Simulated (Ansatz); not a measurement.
System: Te$_{15}$Mo$_{8}$ (cell with a defect).

Input

```
crystal:
  lattice:
    - [-7.1133265656, -1.0e-10, 0.0]
    - [3.5566632828, -6.1603215112, 0.0]
    - [0.0, 0.0, 15.3316113869]
  atoms:
    - { symbol: Te, position: [0.3322607417, 0.6649495014, 0.6323040129] }
    - { symbol: Te, position: [0.8318857163, 0.1644683983, 0.6323369982] }
    - { symbol: Te, position: [0.8317433324, 0.6649552675, 0.6323149245] }
    - { symbol: Te, position: [0.1660926708, 0.3326896171, 0.1320089881] }
    - { symbol: Te, position: [0.1660918143, 0.8325037309, 0.1320158803] }
    - { symbol: Te, position: [0.6662782507, 0.3326884663, 0.1320087151] }
    - { symbol: Te, position: [0.6661520147, 0.8326280735, 0.1320879849] }
    - { symbol: Te, position: [0.1662310694, 0.3325481321, 0.3679387266] }
    - { symbol: Te, position: [0.1662326731, 0.8327889366, 0.3679346397] }
    - { symbol: Te, position: [0.6660002825, 0.3325502769, 0.3679345793] }
    - { symbol: Te, position: [0.6661515489, 0.8326251283, 0.3680516693] }
    - { symbol: Te, position: [0.3319638471, 0.1646916659, 0.870769855] }
    - { symbol: Te, position: [0.3251002359, 0.6613482712, 0.8655770428] }
    - { symbol: Te, position: [0.8354648209, 0.1716765325, 0.8655962193] }
    - { symbol: Te, position: [0.8352346557, 0.6613013615, 0.8655841543] }
    - { symbol: Mo, position: [0.3328246233, 0.1659698393, 0.24987013] }
    - { symbol: Mo, position: [0.3328210775, 0.6659551808, 0.2500365677] }
    - { symbol: Mo, position: [0.8328210293, 0.1659590607, 0.2500361432] }
    - { symbol: Mo, position: [0.8328122, 0.665956922, 0.2500359273] }
    - { symbol: Mo, position: [0.1726865605, 0.3242045706, 0.7501750506], spin: 0.667 }
    - { symbol: Mo, position: [0.1724422132, 0.8459186553, 0.7501659616], spin: 0.667 }
    - { symbol: Mo, position: [0.6508108447, 0.324168507, 0.7501651561], spin: 0.667 }
    - { symbol: Mo, position: [0.6652663259, 0.8315086512, 0.7494593805] }
  host:
    lattice:
      - [3.5566632828, 0.0, 0.0]
      - [-1.7783316414, 3.0801607556, 0.0]
      - [0.0, 0.0, 15.3316113869]
    atoms:
      - { symbol: Te, position: [0.3333333333, 0.6666666667, 0.6320701774] }
      - { symbol: Te, position: [0.6666666667, 0.3333333333, 0.1320701774] }
      - { symbol: Te, position: [0.6666666667, 0.3333333333, 0.3679298226] }
      - { symbol: Te, position: [0.3333333333, 0.6666666667, 0.8679298226] }
      - { symbol: Mo, position: [0.3333333333, 0.6666666667, 0.25] }
      - { symbol: Mo, position: [0.6666666667, 0.3333333333, 0.75] }
basis:
  ecutwfc: 420
  xc_grid: 2
kpoints:
  mp_grid: { grid: [2, 2, 2], shift: [0.0, 0.0, 0.0] }
hamiltonian:
  xc: pbe
scf:
  occupations: { method: gaussian, width: 0.01 }
output:
  forces: true
  stress: false
  eigenvalues: true
  populations: true
  charged_corrections:
    defect_position: [0.33333333, 0.16666667, 0.63207018]
    epsilon: [[19.933, 0.0, 0.0], [0.0, 19.933, 0.0], [0.0, 0.0, 6.4737]]
  write_density: true
  write_potential: true
  elf: true
  volumetric_format: npy
magnetization:
  spin_polarized: true
relax:
  adjacent_minimum: "off"
  f_tol: 0.025
  max_steps: 45
```

Run with:

```sh
ansatz run input.yaml --threads 4 --pin off --max-ram 10240MiB --backend cpu --events-out ev --progress --plain --runs-dir out
```

The program warned that a starting moment wasn't kept; spin-polarised, but the moments vanished.

All numbers below come from Ansatz, DFT PBE, scalar-relativistic, plane waves, PAW.

What will maps of the valence pseudo-density and electron localisation function show?

Answer. Te–Mo (2.77 Å): the density is about 0.42 e/Å³ at the midpoint; the ELF peaks at about 0.65 in the valence shell of Te, 1.2 Å from its nucleus, and is about 0.55 at the midpoint.

Does the calculation make it a metal, or give it a gap?

Answer. It is gapped, with a Kohn–Sham gap of 0.26 eV on the k-point mesh (the band edges may lie off the mesh, which would make the gap smaller).

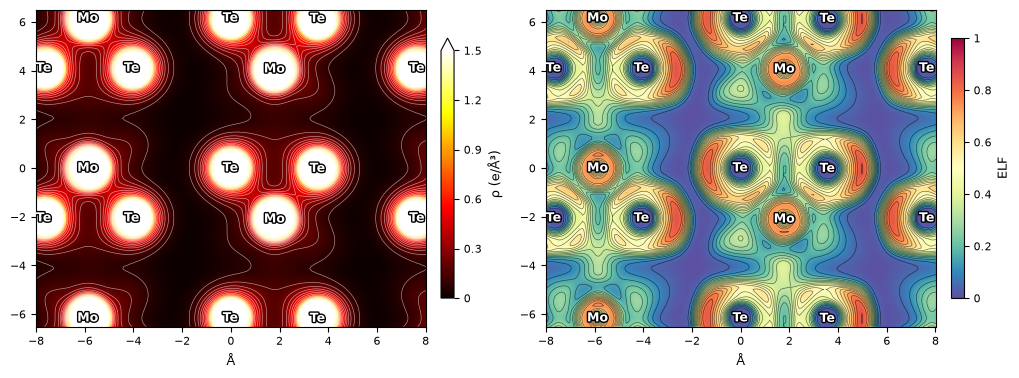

Computed valence pseudo-density and electron localisation function on the (110) plane of the calculation cell, in this order. 

The density is the valence pseudo-density of a PAW calculation; it isn't the true density close to the nuclei.
